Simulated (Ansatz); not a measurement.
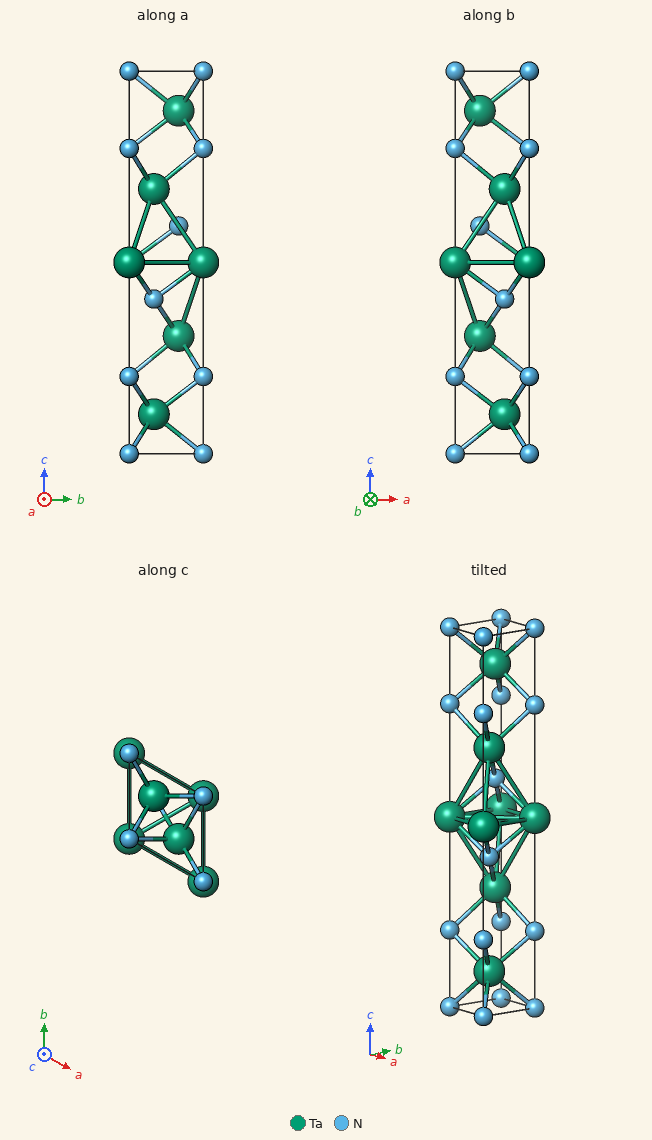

Ball-and-stick drawing of the structure, looking along the a axis, along the b axis, along the c axis and slightly off an axis. One conventional unit cell is framed, with atoms on its boundary repeated.

Lattice parameters: a = 3.0311 Å, b = 3.0311 Å, c = 13.5499 Å, α = 90.000°, β = 90.000°, γ = 120.000°.

Set out the cell and atoms as a CIF with its space group and independent sites, with free fractional coordinates to two decimals.

Answer.
```cif
data_structure
_symmetry_space_group_name_H-M 'P -3 m 1'
_symmetry_Int_Tables_number 164
_cell_length_a 3.0311
_cell_length_b 3.0311
_cell_length_c 13.5499
_cell_angle_alpha 90.000
_cell_angle_beta 90.000
_cell_angle_gamma 120.000
_cell_volume 107.81
loop_
_atom_site_label
_atom_site_type_symbol
_atom_site_symmetry_multiplicity
_atom_site_Wyckoff_symbol
_atom_site_fract_x
_atom_site_fract_y
_atom_site_fract_z
_atom_site_occupancy
Ta1 Ta 2 d 0.3333 0.6667 0.90 1
N1 N 1 a 0.00 0.00 0.00 1
N2 N 2 c 0.00 0.00 0.20 1
Ta2 Ta 2 d 0.3333 0.6667 0.31 1
N3 N 2 d 0.6667 0.3333 0.40 1
Ta3 Ta 1 b 0.00 0.00 0.50 1
```

The initial geometry was a structure type filled with these elements by a generator (whether the compound takes this form wasn't checked). Earlier steps of the study may have refined or changed the cell and positions. Ansatz was used for an electronic-structure calculation on it.
